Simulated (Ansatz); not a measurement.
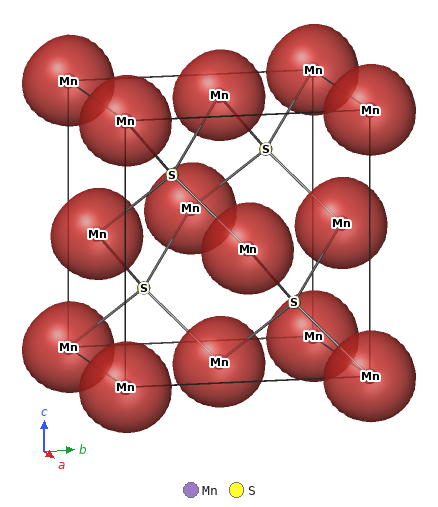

*MnS. Isosurfaces of the magnetisation density (up minus down) at +0.15 (red) and −0.15 e/Å³ (blue), seen slightly off an axis. Sticks mark near contacts.*

Space group F222; changed on purpose from its base cell (strain -0.0750 x Voigt [1, -1, 0, 0, 0, 0], atoms carried along); spin-polarised.

Method: Ansatz, DFT r2SCAN, scalar-relativistic, plane waves, PAW.

Core electrons are frozen (PAW), and the valence fields are smoothed inside the atomic spheres.

> Which atoms carry the moments, and with what signs?

The spin density sits on Mn: +4.3 μB (×4) in one cell of 8 atoms, with smaller moments on other sites: S (up to +0.11 μB): parallel moments, as they must be, since the calculation's own cell holds one magnetic site. The cell of the calculation (2 atoms) carries 5.0 μB of net spin moment. Only one sign reaches the isovalue.
